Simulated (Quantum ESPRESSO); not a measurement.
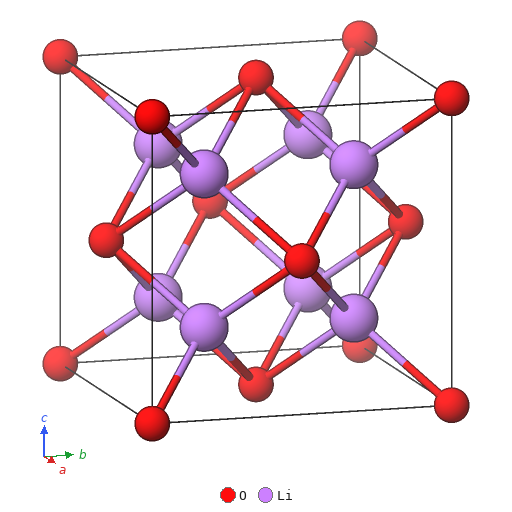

System: Li₂O, space group Fm-3m (No. 225). The picture shows the conventional cell.

Input of the run:
```
&CONTROL
  calculation = 'scf'
  prefix = 'pwscf'
  outdir = './tmp'
  pseudo_dir = './pseudo'
  tprnfor = .true.
  tstress = .true.
  disk_io = 'nowf'
/
&SYSTEM
  ibrav = 0
  nat = 3
  ntyp = 2
  ecutwfc = 84
  nbnd = 12
  input_dft = 'vdw-df2-b86r'
  occupations = 'smearing'
  smearing = 'fd'
  degauss = 0.00367493
/
&ELECTRONS
  conv_thr = 6d-10
  electron_maxstep = 120
  mixing_beta = 0.5
/
ATOMIC_SPECIES
O     15.9990 O.upf
Li     6.9400 Li.upf
CELL_PARAMETERS angstrom
   0.0000000000    2.3268543819    2.3268543819
   2.3268543819    0.0000000000    2.3268543819
   2.3268543819    2.3268543819    0.0000000000
ATOMIC_POSITIONS crystal
O      0.0000000000    0.0000000000    0.0000000000
Li     0.2500000000    0.2500000000    0.2500000000
Li     0.7500000000    0.7500000000    0.7500000000
K_POINTS automatic
10 10 10 0 0 0
```

Run as:
```bash
OMP_NUM_THREADS=1 pw.x -in pw.in > pw.out
```

Calculation (Quantum ESPRESSO 7.5): plane-wave DFT, no spin polarisation; energies at scaled volumes of the given cell, shape and fractions fixed, counted from the fit's minimum, third-order Birch-Murnaghan fit. Level: rev-vdW-DF2.

```json
{"setting": "k mesh", "value": "10×10×10"}
{"setting": "occupations", "value": "Fermi–Dirac"}
{"setting": "smearing width", "value": "0.05 eV"}
{"setting": "potentials", "value": "PseudoDojo 0.4.1 SR PBE standard"}
{"setting": "wave cutoff", "value": "1143 eV"}
{"setting": "density cutoff", "value": "4572 eV"}
```

What does the calculation give for the energy and pressure against volume? The volume takes the values 7.8949, 8.0628, 8.2308, 8.3988, 8.5668, 8.7347, 8.9027 Å³/atom.

A third-order Birch–Murnaghan fit gives V0 = 8.16 Å³/atom, B0 = 80.5 GPa and B′ = 3.9. The energy is 2.35 meV/atom at volume 7.8949 Å³/atom and 14.56 meV/atom at 8.9027 Å³/atom; the lowest computed point is at volume 8.2308 Å³/atom (0.14 meV/atom), in a single well. The pressure falls from 2.86 GPa at volume 7.8949 Å³/atom to −5.91 GPa at 8.9027 Å³/atom, and changes sign near 8.16 Å³/atom.

```
volume (Å³/atom)  energy (meV/atom)  pressure (GPa)
          7.8949               2.35            2.86
          8.0628               0.32            1.00
          8.2308               0.14           -0.67
          8.3988               1.62           -2.19
          8.5668               4.61           -3.55
          8.7347               8.97           -4.79
          8.9027              14.56           -5.91
```

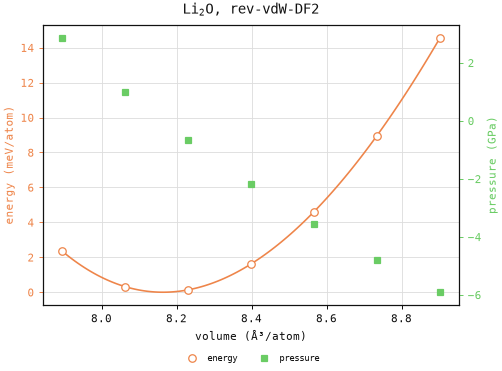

Note: potentials made for another functional.
